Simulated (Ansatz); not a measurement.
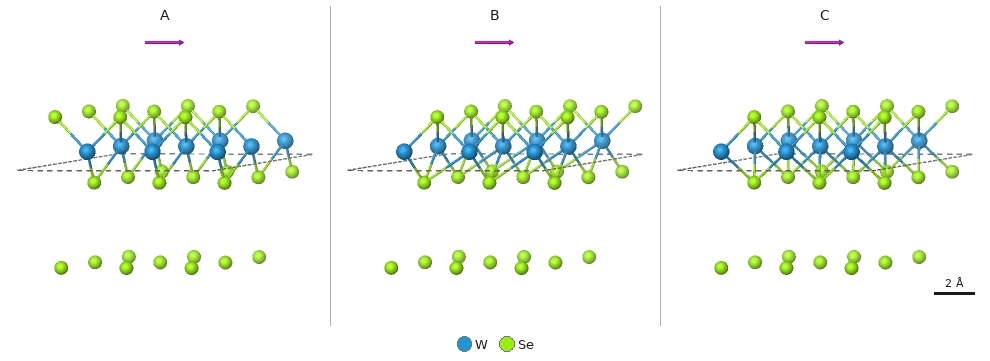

Energy scan for solid WSe2 (P6_3/mmc), in which the crystal above a cut along the (0 0 1) plane of the conventional cell (between a plane of Se below and one of W above, 1.68 Å apart) is slid rigidly by fractions of an in-plane lattice vector 3.32 Å long (a generalised stacking fault). One cut stands in each cell, which starts 15.3 Å high; nothing is relaxed, and the dashed outline marks the cut, the arrow on top the direction of slip. The picture is a ball-and-stick view of the layers on both sides of the cut, seen from the side, nearly along the cut plane.

These are results of Ansatz 0.2.0, DFT PBE, scalar-relativistic, plane waves, PAW, not measurements. (plane-wave cutoff 420 eV; k-point mesh 9 × 9 × 2; occupations gaussian; smearing width 0.05 eV; no spin polarisation). Energies (free energies at the smearing named) are counted from the relaxed crystal.

Question: Order these geometries by energy, lowest first.

Answer: Lowest first: C (the slip 0.00, 0 mJ/m²), B (the slip 0.20, 2952 mJ/m²), A (the slip 0.40, 7394 mJ/m²). Over the whole scan: the curve starts and ends at zero, since a full lattice vector restores the crystal. Its highest computed point is 8207 mJ/m² at slip 0.50, which the unstable stacking-fault energy of this rigid path equals or slightly exceeds. No local minimum shows among the points, so there is no metastable fault on this line. The path is symmetric about half-way. Relaxation across the fault would lower the values. The band gap on the mesh, 1.53 eV in the reference, closes at 0.40.

Limits of the set-up: layers or molecules are held without a dispersion correction, so their spacing is unreliable.
